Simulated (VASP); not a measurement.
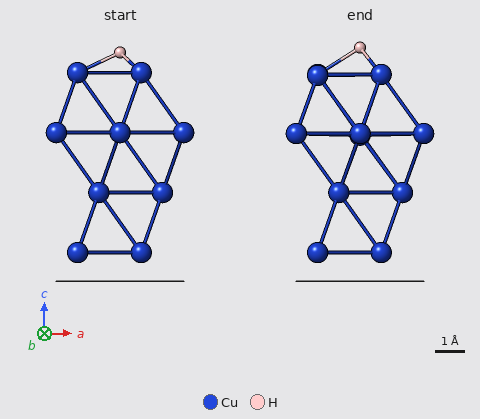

The structure of a slab of composition Cu16H before (left) and after (right) a relaxation, at one scale.

A ball-and-stick model of the 1 × 2 repeat of the cell, outlined in the plane, without the vacuum (origin shifted), seen along the b axis.

The run lets the atoms move in a fixed cell. 8 atoms are held fixed.

Level of theory: VASP, Kohn-Sham DFT of a periodic cell, PBE with D3(BJ), VASP PAW PBE potentials, recommended.

The input:
```
SYSTEM = Cu16H
PREC = Accurate ; ENCUT = 400
EDIFF = 1E-6 ; ISMEAR = 1
SIGMA = 0.1 ; LREAL = Auto
LASPH = .TRUE. ; NELM = 60
ALGO = Normal ; ISIF = 2
LWAVE = .FALSE. ; LCHARG = .FALSE.
GGA = PE ; IVDW = 12
IBRION = 2 ; NSW = 120
EDIFFG = -0.03 ; ISYM = 0
KPAR = 4
```

Launched with:
```bash
cat potpaw_PBE.64/Cu/POTCAR potpaw_PBE.64/H/POTCAR > POTCAR
mpirun -np 4 vasp_std > vasp.out
```

What changed between the two?

Answer. The H atom moves most: 0.17 Å along the normal (+c). By element the largest moves are H 0.17 Å, Cu 0.10 Å. The lattice vectors keep their values. Some distances before and after: Cu–H 1.632 → 1.742 Å, Cu–Cu 2.553 → 2.480 Å, Cu–Cu 2.553 → 2.502 Å, Cu–Cu 2.553 → 2.524 Å. Bond angles that change, for instance: Cu–H–Cu 102.9° → 93.9°. Over 9 geometry steps the energy falls by 0.145 eV per cell of the calculation. The largest force component goes from 0.87 to 0.15 eV/Å. It ran on 4 threads of Intel(R) Xeon(R) Platinum 8259CL CPU @ 2.50GHz (Skylake/Cascade Lake) (shared host).
